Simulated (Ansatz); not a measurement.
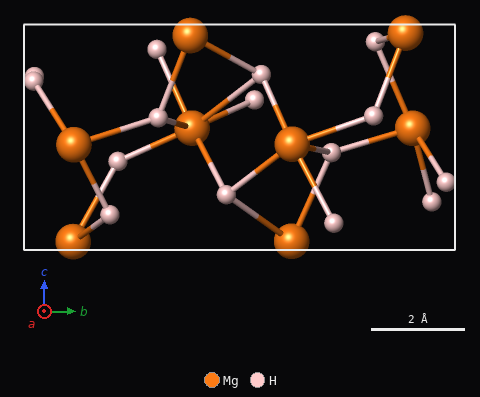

Starting frame of a dynamics run of MgH2 with an H vacancy (23 atoms in the cell, charge -1). It starts from the last geometry of an earlier run, with fresh velocities. The picture is a ball-and-stick view of the simulation cell, seen along the a axis. Bonds to atoms that aren't drawn are left out.

Method: Ansatz, DFT PBE, scalar-relativistic, plane waves, PAW.

Input
```yaml
accuracy: low
crystal:
  lattice:
    - [4.721936, 0.0, 0.0]
    - [0.0, 9.305791, 0.0]
    - [0.0, 0.0, 4.870286]
  atoms:
    - { symbol: Mg, position: [0.27863828, 0.11010102, 0.03334338] }
    - { symbol: Mg, position: [0.24445102, 0.8977888, 0.53578811] }
    - { symbol: Mg, position: [0.72873355, 0.61853932, 0.46522509] }
    - { symbol: Mg, position: [0.78687629, 0.11180094, 0.46295617] }
    - { symbol: Mg, position: [0.7831744, 0.38178776, 0.94693353] }
    - { symbol: Mg, position: [0.27677396, 0.38598946, 0.5365585] }
    - { symbol: Mg, position: [0.22911873, 0.61695956, 0.03483971] }
    - { symbol: Mg, position: [0.73814686, 0.88131745, 0.95795446] }
    - { symbol: H, position: [0.55698438, 0.46556965, 0.24132483] }
    - { symbol: H, position: [-0.00373846, 0.02021938, 0.76542756] }
    - { symbol: H, position: [1.00524864, 0.53089659, 0.66160027] }
    - { symbol: H, position: [0.33340552, 0.70945634, 0.42794691] }
    - { symbol: H, position: [0.31920761, 0.81142222, 0.9195853] }
    - { symbol: H, position: [0.52906899, 0.97588669, 0.29668594] }
    - { symbol: H, position: [1.04890846, 0.94243625, 0.20976501] }
    - { symbol: H, position: [0.83360912, 0.80721311, 0.59079583] }
    - { symbol: H, position: [0.84861697, 0.71496502, 0.11500016] }
    - { symbol: H, position: [0.49716516, 0.01844227, 0.74484186] }
    - { symbol: H, position: [0.54103309, 0.54679278, 0.77409321] }
    - { symbol: H, position: [0.64321442, 0.19519441, 0.1523871] }
    - { symbol: H, position: [0.16663531, 0.30456552, 0.8854483] }
    - { symbol: H, position: [0.15738535, 0.21391643, 0.38904665] }
    - { symbol: H, position: [0.65986364, 0.30744876, 0.58269987] }
total_charge: -1
basis:
  ecutwfc: 420.0
kpoints:
  mp_grid: { grid: [2, 1, 2] }
hamiltonian:
  xc: pbe
scf:
  occupations: { method: fermi_dirac, width: 0.05 }
  lower_state_search: "off"
md:
  timestep: 0.5
  n_steps: 400
  ensemble: nvt_langevin
  temperature: 800.0
  initial_velocities: maxwell_boltzmann
  seed: 642780
  friction: 0.005
```

Command:
```bash
ansatz run input.yaml --threads 1 --pin off --max-ram 3072MiB --backend cpu --events-out ev --progress --plain --runs-dir out
```

**What does the trajectory do?**

The mean temperature in the second half is 764 K (standard deviation 119 K). The potential energy in the second half lies on average 51.5 meV per atom above the first frame. Root-mean-square distances from the starting positions over the second half, with the common drift of all atoms taken out: H 0.65 Å, Mg 0.45 Å. Against the typical shortest distance between atoms in the first frame, about 3.1 Å these are large excursions, but over 200 fs one can't yet tell strong vibration from the start of diffusion.

Along the run (each row but the first and the last is the mean over the interval that it begins):

```tsv
time (fs)	potential energy (meV/atom)	T (K)
0.0	0.0	765
25.0	30.5	543
50.0	30.9	584
75.0	39.3	625
100.0	43.2	820
125.0	48.2	844
150.0	58.0	735
175.0	56.5	660
200.0	58.0	682
```

The paths of the atoms:

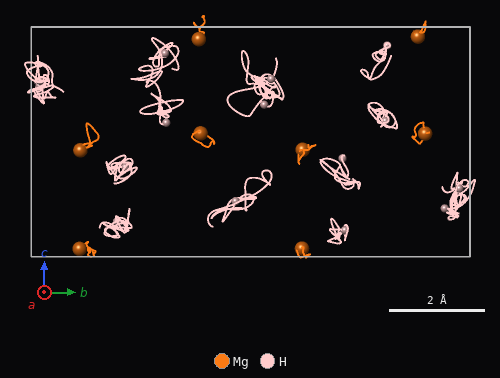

Limits of the set-up: the program's low-accuracy preset was used; the periodic images lie only 4.7 Å apart, so the values are limited by the cell's size; the cell is charged, on a uniform background, and energies carry no finite-size correction.
